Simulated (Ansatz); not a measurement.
# WSe$_{2}$: geometry relaxation (part 2 of 2)

WSe$_{2}$ (slab, 12 atoms in the cell); DFT PBE+D3(BJ), scalar-relativistic, plane waves, PAW, no spin polarisation (Ansatz 0.2.0); cutoff 420 eV, 9×9×1 k-mesh, Gaussian smearing of 0.05 eV. The structure derives from an entry of the Crystallography Open Database. The input holds or restrains some coordinates. Forces given for the steps count only the free coordinates. It belongs to a series of runs on one base structure; here: clean slab, lower half held.

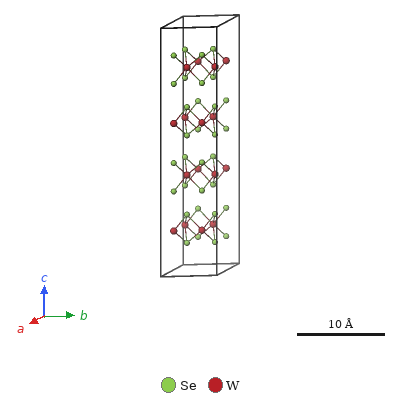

**Figure 1.** The geometry at step 3 of the log (ball-and-stick view of the 2 × 2 repeat of the cell, with the vacuum cut short, seen slightly off an axis).

### Output, continued
```
Fermi energy:    7.465537 eV
Dipole field:    D = -0.000058 V/Å  (p = -0.000118 e·Å, saw-weighted, corrected)
Work function:   Φ+ = 4.2365 eV   Φ− = 4.2342 eV
Levels:          The Fermi level and band energies are counted from a zero that moves with the ramp; work functions are not
--- Per-component energies (eV) ---
  E_band       = -4473.290285
  E_kinetic    = 2759.052793
  E_local      = -304461.848910  (includes V_loc(G=0)·N_el)
  E_nonlocal   = -4759.468439
  E_hartree    = 151244.248660
  E_xc         = -1906.541719
  E_vxc        = -1747.715409  (∫ρ·V_xc dr)
  E_paw        = -49542.231537  (= ΣΔE_a)
  E_vpaw       = 1248.179927  (= ΣTr[D̂ρ^β])
  E_aug_tail   = -0.005005  (compensation charges beyond the density's cutoff)
  E_efield     = 0.000000  (sawtooth field / dipole correction)
  E_vefield    = 0.000017  (∫n·V_field dr)
  E_ewald      = 121368.410292
  E_disp       = -5.278706  (pairwise vdW)
  E_smearing   = -0.000000  (= −TS)
  E_closure    = 0.000000  (closes the sum)
  Σ components = -85303.662572   (vs F -85303.662572, Δ=0.00e0)
--- Forces (eV/Å), atoms counted from 1 ---
  atom   1  Se     0.00000000     0.00000000    -0.03152149
  atom   2  W      0.00000000    -0.00000000     0.00939480
  atom   3  Se     0.00000000     0.00000000     0.01857094
  atom   4  Se     0.00000000    -0.00000000     0.00192448
  atom   5  W      0.00000000     0.00000000     0.00083391
  atom   6  Se     0.00000000    -0.00000000     0.00026067
  atom   7  Se     0.00000000     0.00000000    -0.00134766
  atom   8  W      0.00000000    -0.00000000    -0.00026178
  atom   9  Se     0.00000000     0.00000000     0.00040415
  atom  10  Se     0.00000000    -0.00000000     0.00480477
  atom  11  W      0.00000000     0.00000000     0.00131630
  atom  12  Se     0.00000000    -0.00000000    -0.00432084
  max |Σ_I F_I| component: 5.83e-5 eV/Å
--- Band table (eV; the first three rows and the last of 12) ---
  k-point 0: bands = ["-67.3079", "-67.3079", "-67.3046", "-67.3044", "-40.9209", "-40.9209", "-40.9209", "-40.9209", "-40.9203", "-40.9203", "-40.9202", "-40.9202", "-40.9125", "-40.9125", "-40.9104", "-40.9104", "-40.8946", "-40.8946", "-40.8938", "-40.8938", "-40.8936", "-40.8936", "-40.8927", "-40.8927", "-40.8926", "-40.8926", "-40.8924", "-40.8924", "-40.8853", "-40.8853", "-40.8834", "-40.8834", "-40.8827", "-40.8826", "-40.8807", "-40.8805", "-40.8739", "-40.8721", "-40.8619", "-40.8619", "-40.8601", "-40.8601", "-40.8484", "-40.8467", "-31.6013", "-31.6012", "-31.5977", "-31.5973", "-31.4589", "-31.4589", "-31.4588", "-31.4588", "-31.4542", "-31.4542", "-31.4533", "-31.4533", "-8.3696", "-8.2881", "-8.1847", "-8.1069", "-7.2018", "-7.0491", "-6.8933", "-6.7866", "-0.2058", "0.0843", "0.4739", "0.8204", "3.3928", "3.9669", "4.3217", "4.3217", "4.3317", "4.3317", "4.3435", "4.3435", "4.3530", "4.3530", "4.6848", "5.4208", "5.4374", "5.4374", "5.4625", "5.4625", "5.4876", "5.4876", "5.4988", "5.4988", "5.9166", "6.4727", "6.7635", "6.9084", "9.5847", "9.5847", "9.5910", "9.5910", "9.6090", "9.6090", "9.6520", "9.6520", "9.6980", "9.6980", "9.7663", "9.7663", "9.8328", "9.8328", "9.8775", "9.8775", "11.0666", "11.1036", "11.6281"]
  k-point 1: bands = ["-67.3067", "-67.3067", "-67.3033", "-67.3031", "-40.9208", "-40.9208", "-40.9204", "-40.9204", "-40.9203", "-40.9203", "-40.9198", "-40.9197", "-40.9125", "-40.9119", "-40.9104", "-40.9099", "-40.8946", "-40.8941", "-40.8939", "-40.8939", "-40.8938", "-40.8937", "-40.8930", "-40.8928", "-40.8927", "-40.8926", "-40.8925", "-40.8921", "-40.8855", "-40.8853", "-40.8836", "-40.8834", "-40.8825", "-40.8823", "-40.8805", "-40.8803", "-40.8737", "-40.8718", "-40.8621", "-40.8620", "-40.8603", "-40.8602", "-40.8482", "-40.8464", "-31.5954", "-31.5954", "-31.5919", "-31.5915", "-31.4875", "-31.4875", "-31.4828", "-31.4819", "-31.4655", "-31.4655", "-31.4608", "-31.4599", "-8.1823", "-8.1018", "-7.9990", "-7.9210", "-7.0956", "-6.9482", "-6.7997", "-6.6990", "0.0330", "0.3172", "0.7041", "1.0551", "3.2204", "3.7250", "3.7682", "3.7866", "3.8059", "3.8141", "4.2726", "4.4953", "4.5105", "4.5268", "4.5357", "4.6095", "5.1265", "5.1558", "5.1846", "5.1981", "5.3502", "5.3732", "5.4640", "5.7425", "5.9419", "6.3667", "6.5319", "6.6044", "9.0911", "9.1410", "9.2197", "9.2764", "9.2892", "9.4021", "9.4067", "9.4124", "9.4196", "9.4817", "9.5784", "9.6602", "9.8757", "9.9334", "9.9750", "9.9938", "11.4403", "11.4956", "12.3102"]
  k-point 2: bands = ["-67.3035", "-67.3035", "-67.3002", "-67.2999", "-40.9208", "-40.9207", "-40.9205", "-40.9204", "-40.9190", "-40.9189", "-40.9184", "-40.9184", "-40.9125", "-40.9106", "-40.9105", "-40.9085", "-40.8946", "-40.8942", "-40.8941", "-40.8941", "-40.8939", "-40.8938", "-40.8935", "-40.8929", "-40.8927", "-40.8926", "-40.8926", "-40.8907", "-40.8860", "-40.8855", "-40.8841", "-40.8836", "-40.8818", "-40.8817", "-40.8797", "-40.8796", "-40.8730", "-40.8711", "-40.8627", "-40.8622", "-40.8609", "-40.8604", "-40.8475", "-40.8458", "-31.5805", "-31.5805", "-31.5770", "-31.5766", "-31.5595", "-31.5595", "-31.5548", "-31.5537", "-31.4823", "-31.4823", "-31.4776", "-31.4767", "-7.6620", "-7.5861", "-7.4872", "-7.4105", "-6.8014", "-6.6705", "-6.5442", "-6.4615", "0.6508", "0.9055", "1.2651", "1.6109", "2.5738", "2.6076", "2.6405", "2.7023", "2.7790", "3.1247", "3.3895", "3.5019", "4.5006", "4.5330", "4.5698", "4.5905", "4.8117", "4.9214", "4.9359", "4.9690", "4.9982", "5.0112", "5.1430", "5.4282", "5.7306", "5.8203", "5.8438", "5.8490", "8.3381", "8.5151", "8.7592", "8.9956", "9.0083", "9.0777", "9.1790", "9.2138", "9.2572", "9.4536", "9.6641", "9.8259", "10.3453", "10.4471", "10.5497", "10.6174", "12.1081", "12.1588", "13.0067"]
  k-point 11: bands = ["-67.2958", "-67.2958", "-67.2925", "-67.2923", "-40.9191", "-40.9191", "-40.9179", "-40.9178", "-40.9177", "-40.9176", "-40.9175", "-40.9174", "-40.9103", "-40.9095", "-40.9082", "-40.9075", "-40.8958", "-40.8955", "-40.8948", "-40.8948", "-40.8940", "-40.8937", "-40.8937", "-40.8936", "-40.8924", "-40.8917", "-40.8904", "-40.8897", "-40.8869", "-40.8863", "-40.8850", "-40.8844", "-40.8803", "-40.8803", "-40.8780", "-40.8780", "-40.8715", "-40.8696", "-40.8635", "-40.8631", "-40.8617", "-40.8612", "-40.8460", "-40.8442", "-31.6398", "-31.6397", "-31.6350", "-31.6338", "-31.6132", "-31.6131", "-31.6084", "-31.6074", "-31.5446", "-31.5446", "-31.5411", "-31.5408", "-5.8965", "-5.8964", "-5.8753", "-5.8689", "-5.8153", "-5.8153", "-5.7840", "-5.7787", "1.0804", "1.1457", "1.2261", "1.2463", "1.2464", "1.2839", "1.2977", "1.3036", "2.0678", "2.1737", "2.2782", "2.3454", "2.6000", "2.6014", "2.8137", "2.8160", "3.1763", "3.1767", "3.4438", "3.4439", "4.2101", "4.2107", "4.3362", "4.3370", "6.4950", "6.5678", "6.6613", "6.7356", "8.3282", "8.3283", "8.3357", "8.3419", "8.8235", "9.1445", "9.5554", "9.9165", "10.0345", "10.0352", "10.1345", "10.1375", "11.3858", "11.3863", "11.5877", "11.5910", "12.4972", "12.6591", "12.6663"]
--- Relaxed structure (5 steps of the walk, 3 accepted, 0 SCFs on fresh bases) ---
  F+E_penalty+E_count = -85303.66257208 eV   max|allowed force component| = 4.805e-3 eV/Å
  atoms:
    - { symbol: Se, position: [0.33333333333333326, 0.6666666666666666, 0.21490879499999999] }
    - { symbol: W, position: [0.6666666666666666, 0.3333333333333333, 0.25749543439999995] }
    - { symbol: Se, position: [0.33333333333333326, 0.6666666666666666, 0.30008207379999996] }
    - { symbol: Se, position: [0.6666666666666666, 0.3333333333333333, 0.37657850539999993] }
    - { symbol: W, position: [0.33333333333333326, 0.6666666666666666, 0.41916514479999994] }
    - { symbol: Se, position: [0.6666666666666666, 0.3333333333333333, 0.4617517841999999] }
    - { symbol: Se, position: [0.33333333333333326, 0.6666666666666666, 0.538278947971271] }
    - { symbol: W, position: [0.6666666666666666, 0.3333333333333333, 0.5808640672264348] }
    - { symbol: Se, position: [0.33333333333333326, 0.6666666666666666, 0.6234494760459662] }
    - { symbol: Se, position: [0.6666666666666666, 0.3333333333333333, 0.7000111974081211] }
    - { symbol: W, position: [0.33333333333333326, 0.6666666666666666, 0.7426324551729173] }
    - { symbol: Se, position: [0.6666666666666666, 0.3333333333333333, 0.7852725915957136] }
```

### Trajectory as extended XYZ (Å, eV, eV/Å), 5 frames, from step=1 to step=5
```
12
Lattice="3.2790 0.0000 0.0000 -1.6395 2.8397 0.0000 0.0000 0.0000 39.5517" Properties=species:S:1:pos:R:3:forces:R:3 step=1 energy=-85303.66252
Se    0.0000    1.8931    8.5000    0.0000   0.0000  -0.0316
W     1.6395    0.9466   10.1844    0.0000   0.0000   0.0092
Se    0.0000    1.8931   11.8687    0.0000   0.0000   0.0186
Se    1.6395    0.9466   14.8943    0.0000   0.0000   0.0020
W     0.0000    1.8931   16.5787    0.0000   0.0000   0.0008
Se    1.6395    0.9466   18.2630    0.0000   0.0000  -0.0004
Se    0.0000    1.8931   21.2886    0.0000   0.0000   0.0004
W     1.6395    0.9466   22.9730    0.0000   0.0000  -0.0008
Se    0.0000    1.8931   24.6574    0.0000   0.0000  -0.0020
Se    1.6395    0.9466   27.6829    0.0000   0.0000  -0.0186
W     0.0000    1.8931   29.3673    0.0000   0.0000  -0.0092
Se    1.6395    0.9466   31.0517    0.0000   0.0000   0.0316
12
Lattice="3.2790 0.0000 0.0000 -1.6395 2.8397 0.0000 0.0000 0.0000 39.5517" Properties=species:S:1:pos:R:3:forces:R:3 step=2 energy=-85303.66244 accepted=F
Se    0.0000    1.8931    8.5000    0.0000   0.0000  -0.0315
W     1.6395    0.9466   10.1844    0.0000   0.0000   0.0094
Se    0.0000    1.8931   11.8687    0.0000   0.0000   0.0186
Se    1.6395    0.9466   14.8943    0.0000   0.0000   0.0021
W     0.0000    1.8931   16.5787    0.0000   0.0000  -0.0005
Se    1.6395    0.9466   18.2630    0.0000   0.0000  -0.0045
Se    0.0000    1.8931   21.2808    0.0000   0.0000   0.0015
W     1.6395    0.9466   22.9650    0.0000   0.0000   0.0026
Se    0.0000    1.8931   24.6492    0.0000   0.0000   0.0100
Se    1.6395    0.9466   27.6926    0.0000   0.0000   0.0192
W     0.0000    1.8931   29.3795    0.0000   0.0000   0.0088
Se    1.6395    0.9466   31.0679    0.0000   0.0000  -0.0357
12
Lattice="3.2790 0.0000 0.0000 -1.6395 2.8397 0.0000 0.0000 0.0000 39.5517" Properties=species:S:1:pos:R:3:forces:R:3 step=3 energy=-85303.66252
Se    0.0000    1.8931    8.5000    0.0000   0.0000  -0.0315
W     1.6395    0.9466   10.1844    0.0000   0.0000   0.0094
Se    0.0000    1.8931   11.8687    0.0000   0.0000   0.0186
Se    1.6395    0.9466   14.8943    0.0000   0.0000   0.0019
W     0.0000    1.8931   16.5787    0.0000   0.0000   0.0007
Se    1.6395    0.9466   18.2630    0.0000   0.0000  -0.0004
Se    0.0000    1.8931   21.2886    0.0000   0.0000   0.0004
W     1.6395    0.9466   22.9730    0.0000   0.0000  -0.0006
Se    0.0000    1.8931   24.6574    0.0000   0.0000  -0.0020
Se    1.6395    0.9466   27.6829    0.0000   0.0000  -0.0185
W     0.0000    1.8931   29.3673    0.0000   0.0000  -0.0094
Se    1.6395    0.9466   31.0517    0.0000   0.0000   0.0315
12
Lattice="3.2790 0.0000 0.0000 -1.6395 2.8397 0.0000 0.0000 0.0000 39.5517" Properties=species:S:1:pos:R:3:forces:R:3 step=4 energy=-85303.66245 accepted=F
Se    0.0000    1.8931    8.5000    0.0000   0.0000  -0.0315
W     1.6395    0.9466   10.1844    0.0000   0.0000   0.0094
Se    0.0000    1.8931   11.8687    0.0000   0.0000   0.0186
Se    1.6395    0.9466   14.8943    0.0000   0.0000   0.0021
W     0.0000    1.8931   16.5787    0.0000   0.0000  -0.0003
Se    1.6395    0.9466   18.2630    0.0000   0.0000  -0.0042
Se    0.0000    1.8931   21.2814    0.0000   0.0000   0.0014
W     1.6395    0.9466   22.9656    0.0000   0.0000   0.0022
Se    0.0000    1.8931   24.6499    0.0000   0.0000   0.0093
Se    1.6395    0.9466   27.6918    0.0000   0.0000   0.0195
W     0.0000    1.8931   29.3787    0.0000   0.0000   0.0092
Se    1.6395    0.9466   31.0671    0.0000   0.0000  -0.0356
12
Lattice="3.2790 0.0000 0.0000 -1.6395 2.8397 0.0000 0.0000 0.0000 39.5517" Properties=species:S:1:pos:R:3:forces:R:3 step=5 energy=-85303.66257
Se    0.0000    1.8931    8.5000    0.0000   0.0000  -0.0315
W     1.6395    0.9466   10.1844    0.0000   0.0000   0.0094
Se    0.0000    1.8931   11.8687    0.0000   0.0000   0.0186
Se    1.6395    0.9466   14.8943    0.0000   0.0000   0.0019
W     0.0000    1.8931   16.5787    0.0000   0.0000   0.0008
Se    1.6395    0.9466   18.2630    0.0000   0.0000   0.0003
Se    0.0000    1.8931   21.2898    0.0000   0.0000  -0.0013
W     1.6395    0.9466   22.9741    0.0000   0.0000  -0.0003
Se    0.0000    1.8931   24.6585    0.0000   0.0000   0.0004
Se    1.6395    0.9466   27.6866    0.0000   0.0000   0.0048
W     0.0000    1.8931   29.3723    0.0000   0.0000   0.0013
Se    1.6395    0.9466   31.0588    0.0000   0.0000  -0.0043
```

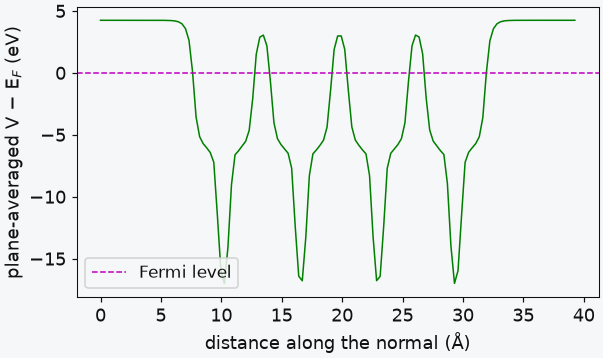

**Figure 2.** Plane average of the electrostatic potential energy of an electron across the cell, from the Fermi level. The vacuum level lies 4.24 eV above the Fermi level.

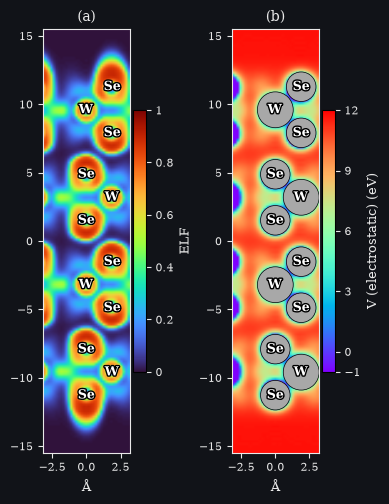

**Figure 3.** (a) electron localisation function; (b) electrostatic potential (local pseudopotential plus Hartree) felt by an electron on the (110) plane of the calculation cell, a cut from vacuum to vacuum. Grey discs, where drawn, cover atomic cores. Atoms in the plane: Se and W. W–Se (2.53 Å): the ELF is about 0.55 at the midpoint. The strong features right at W lie inside the PAW spheres (semicore, d or f shells) and say nothing about bonding. In a PAW calculation such maps are meaningful between the atoms, not at the nuclei.

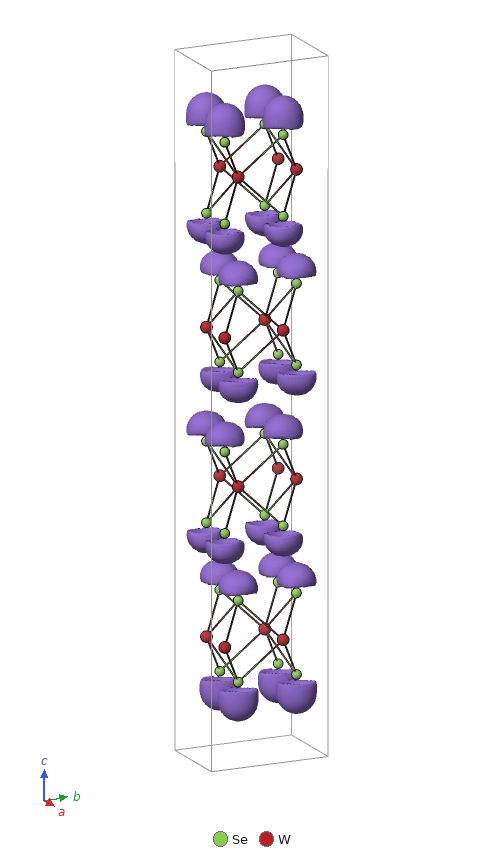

**Figure 4.** Isosurface of the ELF at 0.8 (purple), seen slightly off an axis. Core shells and regions of very low density are left out. Sticks mark near contacts. Along the contacts the grid gives the following. W–Se (2.53 Å): the ELF is about 0.55 at the midpoint.

The run was set up as follows.

### The input
```yaml
crystal:
  lattice:
    - [3.2790275646, 0.0, 0.0]
    - [-1.6395137823, 2.8397211706, 0.0]
    - [0.0, 0.0, 39.5516618971]
  atoms:
    - { symbol: Se, position: [0.3333333333, 0.6666666667, 0.214908795] }
    - { symbol: W, position: [0.6666666667, 0.3333333333, 0.2574954344] }
    - { symbol: Se, position: [0.3333333333, 0.6666666667, 0.3000820738] }
    - { symbol: Se, position: [0.6666666667, 0.3333333333, 0.3765785054] }
    - { symbol: W, position: [0.3333333333, 0.6666666667, 0.4191651448] }
    - { symbol: Se, position: [0.6666666667, 0.3333333333, 0.4617517842] }
    - { symbol: Se, position: [0.3333333333, 0.6666666667, 0.5382482158] }
    - { symbol: W, position: [0.6666666667, 0.3333333333, 0.5808348552] }
    - { symbol: Se, position: [0.3333333333, 0.6666666667, 0.6234214946] }
    - { symbol: Se, position: [0.6666666667, 0.3333333333, 0.6999179262] }
    - { symbol: W, position: [0.3333333333, 0.6666666667, 0.7425045656] }
    - { symbol: Se, position: [0.6666666667, 0.3333333333, 0.785091205] }
basis:
  ecutwfc: 420
kpoints:
  mp_grid: { grid: [9, 9, 1] }
hamiltonian:
  xc: pbe
  dispersion: d3bj
scf:
  occupations: { method: gaussian, width: 0.05 }
output:
  forces: true
  eigenvalues: true
  write_density: true
  write_potential: true
  elf: true
  volumetric_format: npy
relax:
  adjacent_minimum: "off"
  f_tol: 0.03
  max_steps: 70
  constraints: [{ sites: [0, 1, 2, 3, 4, 5] }]
efield:
  axis: 3
  dipole_correction: true
  ramp_width: 0.04
```

Launched with:
```bash
ansatz run input.yaml --threads 4 --pin off --max-ram 10240MiB --backend cpu --events-out ev --progress --plain --runs-dir out
```

### Key numbers

| quantity | value |
| --- | --- |
| outcome | converged under the restraints of the input |
| electrons treated | 184 |
| free energy | −85303.6626 eV |
| work function, top face | 4.24 eV |
| work function, bottom face | 4.23 eV |
| Fermi energy | 7.466 eV |
| gap on the k-point mesh | 1.12 eV |
| final volume | 368.29 Å³ |
| work function (upper face) | 4.24 eV |
| largest force (length of the vector) at the end, held atoms and coordinates included | 0.032 eV/Å |
| hardware | 4 threads of Arm Neoverse V1, 24 GiB of memory available, shared host |
| wall time | 94 s (CPU time 6.1 min) |
| peak memory | 1.3 GiB |

### Remarks

Warnings of the run: the exchange-correlation potential is rough where the density is thin. Spin–orbit coupling is left out, which matters for W.
